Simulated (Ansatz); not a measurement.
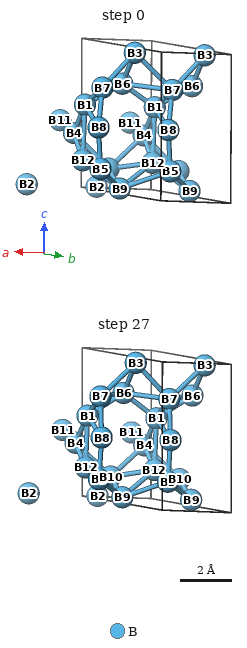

The structure of a crystal of B (set up in P1) before (top) and after (bottom) a relaxation, at one scale.

The picture is a ball-and-stick view of the cell of the calculation, repeated 2 × 1 × 1 with one cell outlined, seen from a free direction.

Computed with Ansatz, DFT PBE+D3(BJ), scalar-relativistic, plane waves, PAW. (plane-wave cutoff 420 eV; k-point mesh 12 × 8 × 6; occupations gaussian; smearing width 0.1 eV; no spin polarisation; cell and atoms relaxed; force threshold 0.005 eV/Å; at most 80 steps)

**Describe what moved and what it gained.**

The energy falls by 5.7 meV per atom in 16 accepted moves (27 points after the start). The largest force component goes from 0.26 to 0.0026 eV/Å. The pressure goes from −1.81 to −0.01 GPa. The line search rejected the trial steps at points 3, 6, 8, 12, 14, 18, 20, 23 and more of the run. The SCF was repeated twice at an unchanged geometry on a basis and grid sized afresh for the cell, which shifted the energy by 0.3 meV per atom at most. The largest move relative to the cell is that of B7, 0.15 Å roughly along +a. The drawn cell changes as follows: a 2.924 → 2.877 Å (−1.6 %), b 5.759 → 5.762 Å (+0.1 %), c 5.896 → 5.880 Å (−0.3 %), α 100.2° → 100.5°, β 90.3° → 90.0°, γ 103.8° → 104.4°; the volume changes by −2.2 %. Among the contacts that change: B5–B9 2.202 → 2.026 Å, B1–B12 2.193 → 2.038 Å, B1–B8 2.136 → 1.991 Å, B3–B5 2.068 → 1.924 Å. Among the angles between lasting bonds that change: B5–B8–B7 149.0° → 162.1°, B8–B5–B9 125.2° → 113.3°, B3–B5–B8 115.9° → 126.9°. The space group stays P1 (No. 1). The run took about 40 core-minutes on a shared host.
